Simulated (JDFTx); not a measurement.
**Energy of SiC along an even scaling of the cell**

System: SiC (F-43m, 2 atoms in the cell).
Method: Kohn-Sham DFT of a periodic cell, r2SCAN, SG15-PBE-1.2, no spin polarisation (JDFTx 1.7.0 (patched build)).

The 7 runs differ only in the geometry, by an even scaling of the cell at fixed fractional positions. The structure derives from an entry of the Crystallography Open Database.

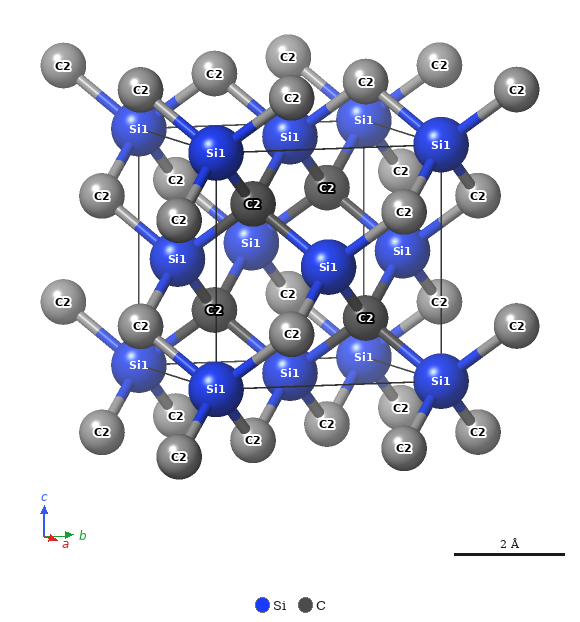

Figure 1. The structure of run 4 (ball-and-stick view of the cell 4 times as large as that of the calculation, set on its symmetry axes, seen slightly off an axis; neighbours outside the cell are drawn fainter; atoms are numbered from 1 in the order of the input). An atom can appear more than once, as a periodic image.

### Input of run 4
```
lattice \
    0.0000000000     4.1177132256     4.1177132256 \
    4.1177132256     0.0000000000     4.1177132256 \
    4.1177132256     4.1177132256     0.0000000000
coords-type Cartesian
ion Si     0.0000000000     0.0000000000     0.0000000000 1
ion C      6.1765698383     6.1765698383     6.1765698383 1

ion-species pseudo/Si.upf
ion-species pseudo/C.upf
elec-cutoff 50 400
elec-ex-corr mgga-x-r2scan mgga-c-r2scan
kpoint-folding 10 10 10
elec-smearing Fermi 0.0018374661
elec-n-bands 9
electronic-SCF nIterations 100 energyDiffThreshold 1e-09
electronic-minimize nIterations 30 energyDiffThreshold 1e-7
forces-output-coords Cartesian

dump-name run.$VAR
dump End Ecomponents EigStats BandEigs Kpoints Forces Stress
```

Command:
```bash
jdftx -c 1 -i SiC.in -o SiC.out
```

Lattice vectors (Å) and fractional positions of run 4:
```
   0.000000    2.179000    2.179000
   2.179000    0.000000    2.179000
   2.179000    2.179000    0.000000
Si  0.000000  0.000000  0.000000
C   0.750000  0.750000  0.750000
```

Run 5 differs from it as follows:
```diff
-    0.0000000000     4.1177132256     4.1177132256 \
-    4.1177132256     0.0000000000     4.1177132256 \
-    4.1177132256     4.1177132256     0.0000000000
+    0.0000000000     4.1449836442     4.1449836442 \
+    4.1449836442     0.0000000000     4.1449836442 \
+    4.1449836442     4.1449836442     0.0000000000
-ion C      6.1765698383     6.1765698383     6.1765698383 1
+ion C      6.2174754664     6.2174754664     6.2174754664 1
```

### Results, with one run withheld

| run | volume per atom (Å³) | free energy per atom, from the lowest run given (meV) | pressure (GPa) | gap on the mesh (eV) |
| --- | --- | --- | --- | --- |
| 1 | 9.725 | 33.54 | 16.78 | 1.69 |
| 2 | 9.932 | 15.57 | 11.07 | 1.70 |
| 3 | 10.139 | 4.56 | 5.89 | 1.71 |
| 4 | 10.346 | 0.00 | 1.19 | 1.72 |
| 5 | 10.553 | ? | ? | ? |
| 6 | 10.760 | 7.71 | −6.95 | 1.74 |
| 7 | 10.967 | 18.95 | −10.46 | 1.75 |

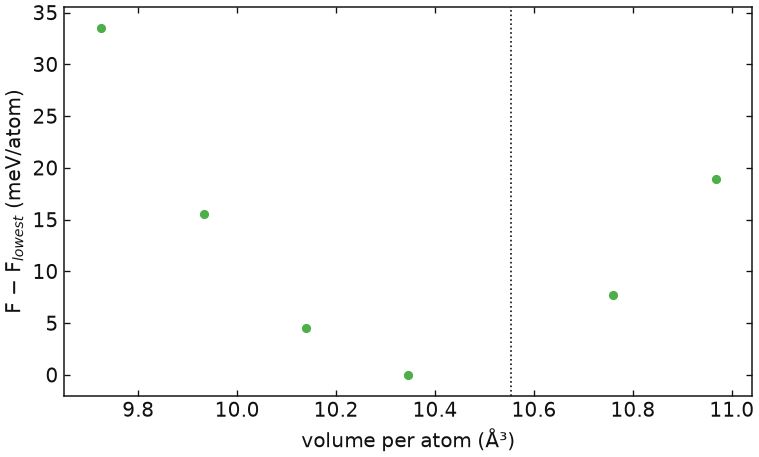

Figure 2. Free energy per atom of the runs given; the dotted line marks run 5.

Estimate the energy of run 5 from the others.

A cubic polynomial in V^(−2/3) (the Birch–Murnaghan form), fitted to the 6 runs given, misses them by at most 0.03 meV per atom. With x = V^(−2/3) − 0.21129 Å⁻², it reads F = 0.55154 + 1057.1 x + 3.6325e+05 x² − 1.2492e+05 x³ (meV per atom). At run 5 it gives 1.22 meV per atom, and the run itself gives 1.23. The slope of the fit gives a pressure −dF/dV of −3.04 GPa there, and the run prints −3.08 GPa. The fit has its minimum at 10.404 Å³ per atom, where V d²F/dV² gives 219 GPa: the bulk modulus at this level, since symmetry fixes the shape and the positions. The gap on the mesh goes, without turning, from 1.69 eV in run 1 to 1.75 eV in run 7; run 5 has 1.73 eV. These are gaps of this functional on this mesh, which can miss the band edges; they aren't the measured gap.

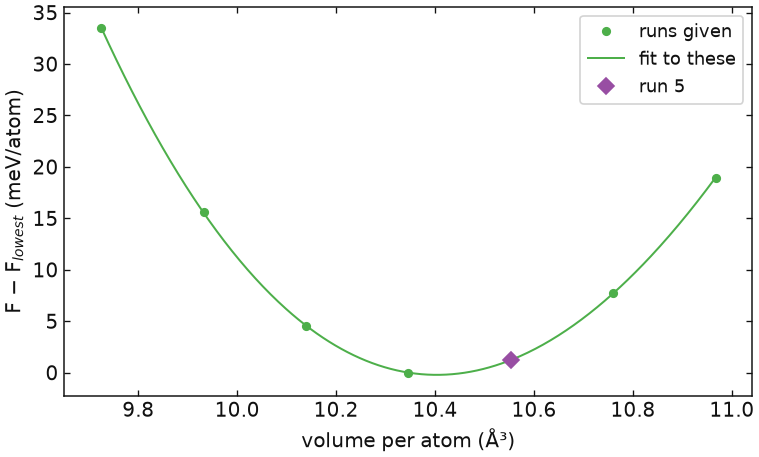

Figure 3. The fit and the withheld run.

### Some lines of the output (run 5)
```
[...]
elec-smearing Fermi 0.00183747
unit cell volume = 142.429
     Etot =       -9.6530663342449508
        F =       -9.6530663342622969
	HOMO-LUMO gap: +0.063668
	Optical gap  : +0.185502 at state 30 ( [ +0.000000 +0.500000 +0.500000 ] spin 0 )
```

Notes: Points of doubt noted for this run: metagga forces on grid.
